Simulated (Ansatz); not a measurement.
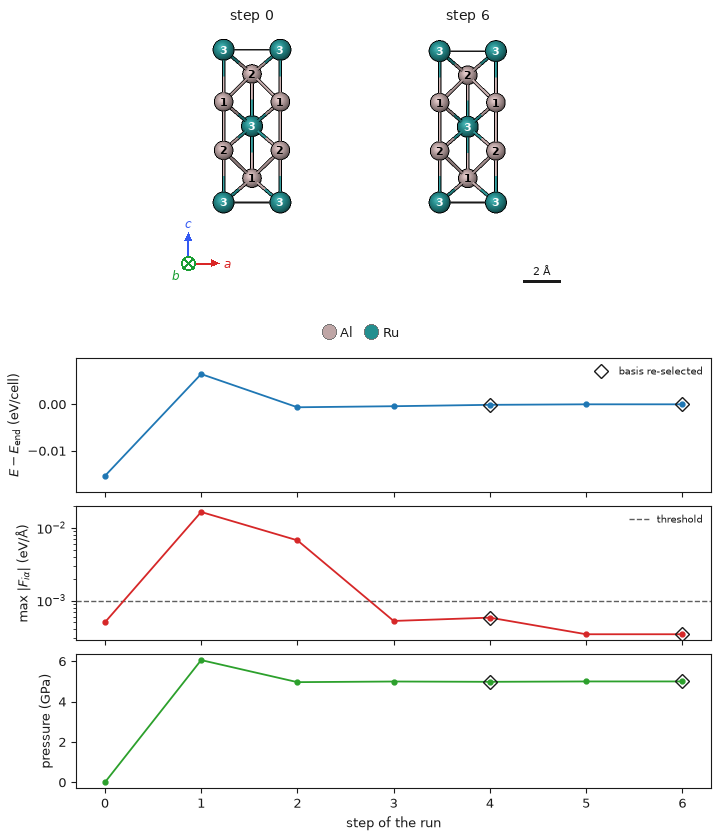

First and last geometry of a relaxation of a crystal of Al2Ru (set up in I4/mmm), with the history of the run. The picture is a ball-and-stick view of the conventional cell (2 times the calculation's cell), seen along the b axis. Lengths and directions refer to the drawn axes.

Case: relaxed at 5 GPa.

All numbers below come from DFT LDA, scalar-relativistic, plane waves, PAW (Ansatz). Settings: plane-wave cutoff 420 eV; k-point mesh 18 × 18 × 18; occupations fermi dirac; smearing width 0.15 eV; target pressure 5 GPa; no spin polarisation; cell and atoms relaxed; force threshold 0.001 eV/Å; at most 60 steps.

**What do the curves and the structures tell?**

It converged. After 4 accepted moves (6 points after the start) the energy has risen by 15.4 meV per cell of the calculation. With the target pressure of 5 GPa, the enthalpy E + pV changes by −16.1 meV per cell of the calculation. Largest force component: 0.0005 eV/Å at the start, 0.00034 eV/Å at the end. Pressure: 0.00 GPa at the start and 5.00 GPa at the end. The SCF was repeated twice at an unchanged geometry on a basis and grid sized afresh for the cell, which shifted the energy by 0.3 meV per cell of the calculation at most. The largest moves relative to the cell, 0.005 Å, are those of Al1 and Al2. Al1 goes along +c. Ru stays in place. The drawn cell changes as follows: a = b 3.102 → 3.077 Å (−0.8 %), c 8.342 → 8.267 Å (−0.9 %); the volume changes by −2.5 %. Among the contacts that change: Al1–Ru3 2.845 → 2.815 Å, Al1–Al2 2.668 → 2.640 Å, Al1–Ru3 (another image) 2.563 → 2.544 Å, Al1–Al2 (another image) 2.651 → 2.637 Å. The space group stays I4/mmm (No. 139). The run took 36 s on 1 thread of AMD EPYC 9R45 96-Core Processor (Zen 5), on a shared host, peak memory 0.67 GiB.

```
step  E − E(0), meV/atom  largest force component, eV/Å  pressure, GPa  volume, Å³/atom                      note
   0                0.00                         0.0005           0.00           13.378                          
   1                7.29                         0.0166           6.06           12.977                          
   2                4.91                         0.0068           4.97           13.046                          
   3                4.99                         0.0005           5.00           13.043                          
   4                5.09                         0.0006           4.98           13.043  same geometry, new basis
   5                5.12                         0.0003           5.00           13.042                          
   6                5.12                         0.0003           5.00           13.042  same geometry, new basis
```
